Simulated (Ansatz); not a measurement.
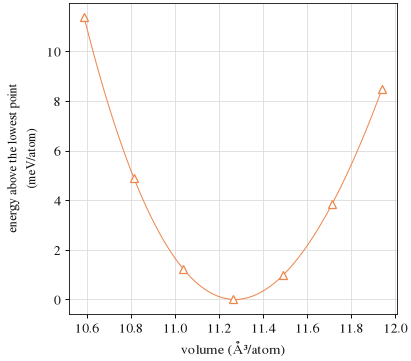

The figure shows the energy above the lowest point against volume.

Method: equation of state of a cubic crystal from periodic Kohn-Sham density functional theory without spin, third-order Birch-Murnaghan fit to the free energies; pressure corrected for the finite basis (Ansatz 0.2.0 development build). Level: PBE.

Q: For which of these solids was it computed?
A. Pd, Fm-3m (No. 225)
B. Zr₂O₃, Pn-3m (No. 224)
C. O₃F₂, Pn-3m (No. 224)

A: C, O₃F₂: energy above the lowest point from 0.0 meV/atom to 11.4 meV/atom, V0 11.27 Å³/atom, B0 77.3 GPa. The others give: Pd, energy above the lowest point from 0.0 meV/atom to 33.9 meV/atom, V0 15.33 Å³/atom, B0 167 GPa; Zr₂O₃, energy above the lowest point from 0.0 meV/atom to 32.0 meV/atom, V0 13.03 Å³/atom, B0 197 GPa.

For O₃F₂, limits of the calculation: cubic model structure, not the ambient form; modest k-mesh, values are not fully converged in k; no spin polarisation, a magnetic state may lie lower.

For Zr₂O₃, limits of the calculation: cubic model structure, not the ambient form; modest k-mesh, values are not fully converged in k.
